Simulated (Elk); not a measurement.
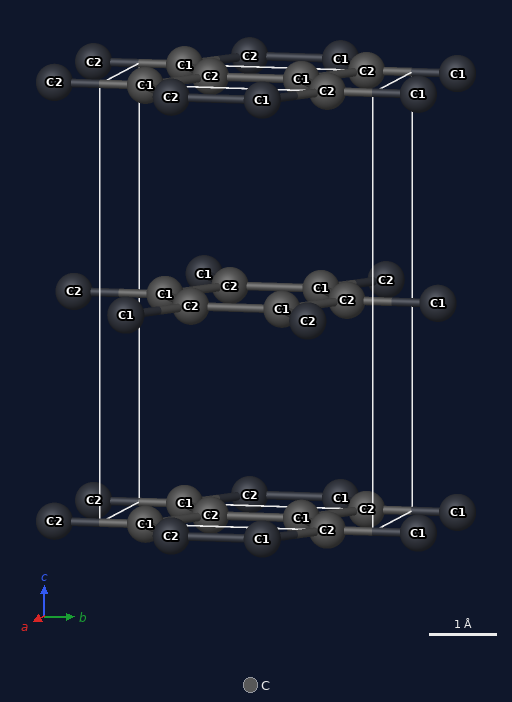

The structure (ball-and-stick view of the cell 4 times as large as that of the calculation, set on its symmetry axes, seen slightly off an axis; neighbours outside the cell are drawn fainter; atoms are numbered from 1 in the order of the input).

**Single-point calculation of C**

The run: single-point calculation of C (Fmmm, 2 atoms in the cell). Method and program: DFT, PBE, all-electron APW+lo, Dirac cores, scalar-relativistic bands (Elk 11.2.3 (patched build)).

The structure derives from an entry of the Crystallography Open Database. The run did not end well. It belongs to a series of runs on one base structure; here: rgkmax = 10.

## Input (elk.in)
```
tasks
  0
  110
  115

xctype
  20

rgkmax
  10

gmaxvr
  16.0

lmaxapw
  10

lmaxo
  7

lmaxi
  3

nrmtscf
  2.0

nempty
  8

epspot
  1e-06

epsengy
  1e-05

maxscl
  120

hmaxvr
  6.0

lradstp
  4

swidth
  0.003

tforce
  .true.

sppath
  './'

avec
  0.00000000000 4.01944746708 6.32680306525
  2.32058368104 0.00000000000 6.32680306525
  2.32058368104 4.01944746708 0.00000000000

atoms
  1
  'C.in'
  2
  0.166670000000 0.833330000000 0.166670000000   0.000 0.000 0.000
  0.833330000000 0.166670000000 0.833330000000   0.000 0.000 0.000

ngridk
  16 16 16
```

Hardware: 1 thread of Arm Neoverse N1, 98 GiB of memory available, shared host.

Run as:
```bash
OMP_NUM_THREADS=1 elk
```

## INFO.OUT (set-up, first and last loops)
```
┌─────────────────────────┐
│ Elk code version 11.2.3 │
└─────────────────────────┘

All units are atomic (Hartree, Bohr, etc.)

┌─────────────────────────────────────────────────┐
│ Ground-state run starting from atomic densities │
└─────────────────────────────────────────────────┘

Lattice vectors :
   0.000000000       4.019447467       6.326803065
   2.320583681       0.000000000       6.326803065
   2.320583681       4.019447467       0.000000000

Reciprocal lattice vectors :
  -1.353794168      0.7815981374      0.4965529385
   1.353794168     -0.7815981374      0.4965529385
   1.353794168      0.7815981374     -0.4965529385

Unit cell volume      :    118.0260582
Brillouin zone volume :    2.101656340

Muffin-tin inner radius fraction :   0.1000000000E-01

Nuclei treated as point charges

Species : 1 (C)
 parameters loaded from : C.in
 name : carbon
 nuclear charge    :   -6.000000000
 electronic charge :    6.000000000
 atomic mass :    21894.16674
 muffin-tin radius :    1.210000000
 number of radial points in muffin-tin :    597
 inner part over the whole radius :   0.9089511881E-02
 number on inner part of muffin-tin    :    409
 approximate nuclear radius :   0.4747601631E-04
 number of mesh points to nuclear radius :    191
 atomic positions (lattice), magnetic fields (Cartesian) :
  1 :   0.16667000  0.33333000  0.16667000    0.00000000  0.00000000  0.00000000
  2 :  -0.16667000 -0.33333000 -0.16667000    0.00000000  0.00000000  0.00000000

Total number of atoms per unit cell :    2
Total muffin-tin volume :    14.84139473
 ratio of muffin-tin to unit cell volume :   0.1257467627

Spin treatment :
 spin-unpolarised

Number of Bravais lattice symmetries :    8
Number of crystal symmetries         :    8
Crystal has inversion symmetry
Real symmetric eigensolver will be used

k-point grid :     16    16    16
k-point offset :    0.000000000       0.000000000       0.000000000
k-point set is reduced with full crystal symmetry group
Total number of k-points :      621

Muffin-tin radius times maximum |G+k| :    10.00000000
 using average radius
Maximum |G+k| for APW functions       :    8.264462810
Maximum (1/2)|G+k|²                   :    34.15067277
Maximum |G| for potential and density :    16.52892662
Constant for pseudocharge density :    5
 order of it for each species :   12
 order of it for pair densities of each species (exact exchange by exxq0 0: 13) :   12
Radial integration step length :    4

G-vector grid sizes :     40    36    25
Number of G-vectors :     9013

Maximum angular momentum used for
 APW functions            :   10
 outer part of muffin-tin :    7
 inner part of muffin-tin :    3

Total nuclear charge    :   -12.00000000
Total core charge       :    4.000000000
Total valence charge    :    8.000000000
Total excess charge     :    0.000000000
Total electronic charge :    12.00000000

Effective Wigner radius, rₛ :    1.329135780

Number of empty states         :     16
Total number of valence states :     21
Total number of core states    :      4

Third-order local-orbitals added for an l without core states : T
Total number of local-orbitals :     16

Exchange-correlation functional :     20     0     0
 Perdew-Burke-Ernzerhof, Phys. Rev. Lett. 77, 3865 (1996)
 gradient requirement :    1
 generalised gradient approximation (GGA)

Smearing type :    3
 Fermi-Dirac
Smearing width :   0.3000000000E-02
Effective electronic temperature (K) :    947.3250744

Mixing type :    3
 Broyden mixing, J. Phys. A: Math. Gen. 17, L317 (1984)

Kohn-Sham potential initialised from atomic data

┌──────────────────────────────┐
│ Self-consistent loop started │
└──────────────────────────────┘

┌─────────────────┐
│ Loop number : 1 │
└─────────────────┘

Energies :
 Fermi                       :     0.14076223857239
 sum of occupied eigenvalues :     -40.751852578097
 electron kinetic            :      76.076885876040
 core electron kinetic       :      63.836963640518
 Coulomb                     :     -141.92944356358
 Coulomb potential           :     -100.78988020737
 nuclear-nuclear             :     -19.073716534508
 electron-nuclear            :     -145.30489745988
 Hartree                     :      22.449170430813
 Madelung                    :     -91.534503459894
 xc potential                :     -16.038858246767
 exchange                    :     -10.508143066069
 correlation                 :    -0.42026159550224
 electron entropic           :    -0.98482658901123E-05
 total energy                :     -76.780972197377

Density of states at Fermi energy :   0.2423895152
 (states/Hartree/unit cell)

Estimated indirect band gap :   0.1514061737E-01
 from k-point 539 to k-point 519
Estimated direct band gap   :   0.1722058626E-01
 at k-point 519

Charges :
 core                        :    4.000000000
 valence                     :    8.000000000
 interstitial                :    4.463104339
 muffin-tins (core leakage)
  species : 1 (C)
   atom 1                    :    3.768447831     (  0.5959845255E-03)
   atom 2                    :    3.768447831     (  0.5959845255E-03)
 total in muffin-tins        :    7.536895661
 total calculated charge     :    11.99877474
 total charge                :    12.00000000
 error                       :   0.1225262646E-02

┌─────────────────┐
│ Loop number : 2 │
└─────────────────┘

Energies :
 Fermi                       :     0.14189222090044
 sum of occupied eigenvalues :     -40.729032883754
 electron kinetic            :      75.378499191599
 core electron kinetic       :      63.438564276660
 Coulomb                     :     -141.92211161953
 Coulomb potential           :     -100.79233305194
 nuclear-nuclear             :     -19.073716534508
 electron-nuclear            :     -145.28779090328
 Hartree                     :      22.439395818262
 Madelung                    :     -91.525945093561
 xc potential                :     -15.315199023413
 exchange                    :     -10.506785903900
 correlation                 :    -0.42029312181446
 electron entropic           :    -0.99279512716216E-05
 total energy                :     -77.470701381598

Density of states at Fermi energy :   0.2450032765
 (states/Hartree/unit cell)

Estimated indirect band gap :   0.1505566820E-01
 from k-point 539 to k-point 519
Estimated direct band gap   :   0.1713381545E-01
 at k-point 519

Charges :
 core                        :    4.000000000
 valence                     :    8.000000000
 interstitial                :    4.465329400
 muffin-tins (core leakage)
  species : 1 (C)
   atom 1                    :    3.767335300     (  0.5961367219E-03)
   atom 2                    :    3.767335300     (  0.5961367219E-03)
 total in muffin-tins        :    7.534670600
 total calculated charge     :    11.99877457
 total charge                :    12.00000000
 error                       :   0.1225433239E-02

RMS change in Kohn-Sham potential (target) :    3.164472969     (  0.1000000000E-05)
Absolute change in total energy (target)   :   0.6897291842     (  0.1000000000E-04)

┌─────────────────┐
│ Loop number : 3 │
└─────────────────┘
```

## File EVALCORE.OUT
```
Species :    1 (C), atom :    1
 n =  1, l =  0, k =  1 :   -9.724770012

Species :    1 (C), atom :    2
 n =  1, l =  0, k =  1 :   -9.724770012
```

## File LINENGY.OUT
```
Species : 1 (C), atom : 1
 APW functions :
  l = 0, energy derivative = 0 :   0.1500000000
  l = 1, energy derivative = 0 :   0.1500000000
  l = 2, energy derivative = 0 :   0.1500000000
  l = 3, energy derivative = 0 :   0.1500000000
  l = 4, energy derivative = 0 :   0.1500000000
  l = 5, energy derivative = 0 :   0.1500000000
  l = 6, energy derivative = 0 :   0.1500000000
  l = 7, energy derivative = 0 :   0.1500000000
  l = 8, energy derivative = 0 :   0.1500000000
  l = 9, energy derivative = 0 :   0.1500000000
  l = 10, energy derivative = 0 :   0.1500000000
 local-orbital functions :
  l.o. = 1, l = 0, energy derivative = 0 :   0.1500000000
  l.o. = 1, l = 0, energy derivative = 1 :   0.1500000000
  l.o. = 2, l = 1, energy derivative = 0 :   0.1500000000
  l.o. = 2, l = 1, energy derivative = 1 :   0.1500000000
  l.o. = 3, l = 0, energy derivative = 0 :   0.1500000000
  l.o. = 3, l = 0, energy derivative = 0 :  -0.5012000000
  l.o. = 4, l = 1, energy derivative = 0 :   0.1500000000
  l.o. = 4, l = 1, energy derivative = 1 :   0.1500000000
  l.o. = 4, l = 1, energy derivative = 2 :   0.1500000000

Species : 1 (C), atom : 2
 APW functions :
  l = 0, energy derivative = 0 :   0.1500000000
  l = 1, energy derivative = 0 :   0.1500000000
  l = 2, energy derivative = 0 :   0.1500000000
  l = 3, energy derivative = 0 :   0.1500000000
  l = 4, energy derivative = 0 :   0.1500000000
  l = 5, energy derivative = 0 :   0.1500000000
  l = 6, energy derivative = 0 :   0.1500000000
  l = 7, energy derivative = 0 :   0.1500000000
  l = 8, energy derivative = 0 :   0.1500000000
  l = 9, energy derivative = 0 :   0.1500000000
  l = 10, energy derivative = 0 :   0.1500000000
 local-orbital functions :
  l.o. = 1, l = 0, energy derivative = 0 :   0.1500000000
  l.o. = 1, l = 0, energy derivative = 1 :   0.1500000000
  l.o. = 2, l = 1, energy derivative = 0 :   0.1500000000
  l.o. = 2, l = 1, energy derivative = 1 :   0.1500000000
  l.o. = 3, l = 0, energy derivative = 0 :   0.1500000000
  l.o. = 3, l = 0, energy derivative = 0 :  -0.5012000000
  l.o. = 4, l = 1, energy derivative = 0 :   0.1500000000
  l.o. = 4, l = 1, energy derivative = 1 :   0.1500000000
  l.o. = 4, l = 1, energy derivative = 2 :   0.1500000000
```

## Outcome

| quantity | value |
| --- | --- |
| outcome | stopped at the time limit |
| space group (tolerance 0.01 Å) | Fmmm (69) |
| wall time | 21 min |
| peak memory | 0.41 GiB |

## What went wrong

The run was cut off by its time limit, so the output is incomplete.
